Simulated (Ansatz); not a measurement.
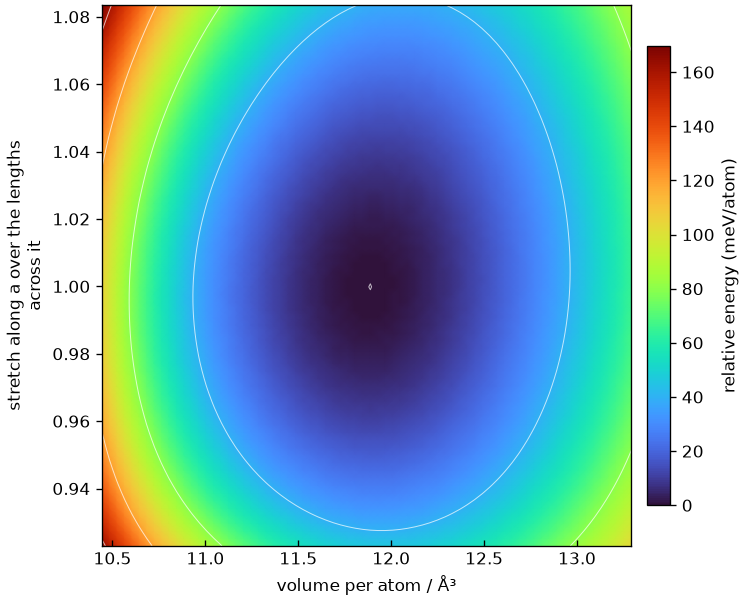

Cu (Cmcm, No. 63; 2 atoms in the cell). The energy is mapped over volume and the cell's shape. First axis: volume per atom. Second axis: stretch along a over the lengths across it, relative to the relaxed cell. Nothing is relaxed (fractional coordinates fixed). The scan uses a 5 × 5 grid. Points are written as (first, second). Energies: meV/atom, counted from the lowest grid point. Level of theory: Ansatz, DFT PBEsol, scalar-relativistic, plane waves, PAW. Settings: cutoff 520 eV, k-mesh 22×22×20 in the order of the run's cell vectors, gaussian smearing 0.15 eV, no spin polarisation.

Drawn: a smooth colour map with a few white contour lines. Between grid points the surface is interpolated.

The lowest grid point is at (11.87 Å³, 1.000). It is the only kind of minimum in the scanned range. The highest grid point, (10.44 Å³, 1.083), lies 170 meV/atom above the lowest. Round the minimum the two coordinates are weakly coupled (coupling −0.05 in units of the two stiffnesses).

The level of theory is changed to Ansatz 0.2.0, DFT PBE, scalar-relativistic, plane waves, PAW; with it change k-mesh 20×20×20 (before 22×22×20), the cell, relaxed at the new level (first cell vector 4.217 Å, before 4.142 Å); the new grid has 5 × 5 points.

### How does the landscape change?

The minimum (interpolated where it lies between grid points) moves from (11.87 Å³, 1.000) to (12.55 Å³, 1.000). The curvature at the minimum changes from about 0.16 to 0.13 eV/(Å³)² along volume per atom and from about 26 to 23 eV per unit squared along the second coordinate (per cell).

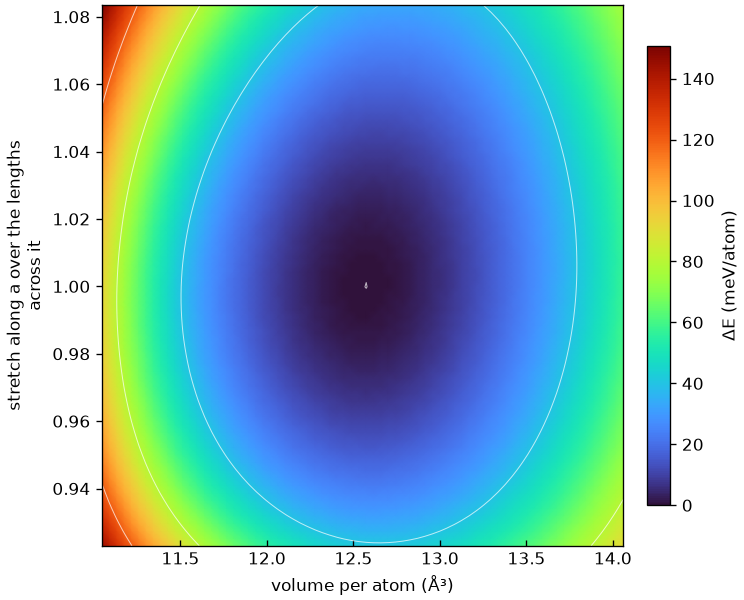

The map after the change, on a colour scale of its own. In the figure: a smooth colour map with a few white contour lines. Between grid points the surface is interpolated.

PAW datasets: the set soft_1.
